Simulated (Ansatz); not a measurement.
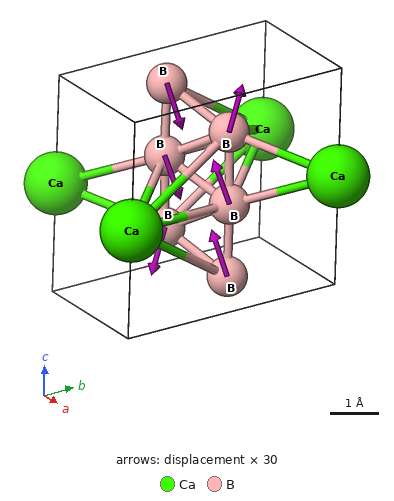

This is a relaxation of crystalline CaB6 (built on the random type). The starting structure is drawn; purple arrows show the displacements (the part carried along by the change of the cell is left out), magnified 30 times.

A ball-and-stick model of the cell of the calculation, seen slightly off an axis.

Case: random cell without symmetry.

Computed with Ansatz, DFT PBE, scalar-relativistic, plane waves, PAW. Settings: plane-wave cutoff 420 eV; k-point mesh 10 × 8 × 8; occupations gaussian; smearing width 0.1 eV; no spin polarisation; cell and atoms relaxed; force threshold 0.01 eV/Å; at most 80 steps.

**Atoms of which element are displaced furthest, and by how much?**

Boron: up to 0.037 Å, against 0.000 Å for calcium.

**Describe the change and its energy.**

After 10 accepted moves (14 points after the start) the energy has fallen by 1.6 meV per atom. Largest force component: 0.079 eV/Å at the start, 0.0057 eV/Å at the end. Pressure: −0.13 GPa at the start and 0.01 GPa at the end. The line search rejected the trial step at point 7 of the run. The SCF was repeated 3 times at an unchanged geometry on a basis and grid sized afresh for the cell, which shifted the energy by 0.2 meV per atom at most. The largest moves relative to the cell, 0.037 Å, are those of B atoms. Ca stays in place. Cell: a 4.280 → 4.388 Å (+2.5 %), b 4.549 → 4.365 Å (−4.0 %), c 4.823 → 4.831 Å (+0.2 %), α 77.0° → 82.2°, β 85.4° → 83.6°, γ 79.5° → 78.7°. Volume −0.3 %. Near-neighbour distances that change, for instance: B–Ca 3.287 → 3.127 Å, B–Ca 3.316 → 3.431 Å, B–Ca 3.382 → 3.479 Å, B–Ca 3.027 → 3.105 Å. Among the angles between lasting bonds that change: Ca–B–B 106.0° → 112.1°, Ca–B–B 72.5° → 68.2°, Ca–B–B 70.7° → 66.9°. The space group stays P-1 (No. 2). The run took 9.5 min on 1 thread of Arm Neoverse V1, with other jobs on the host, peak memory 0.75 GiB.
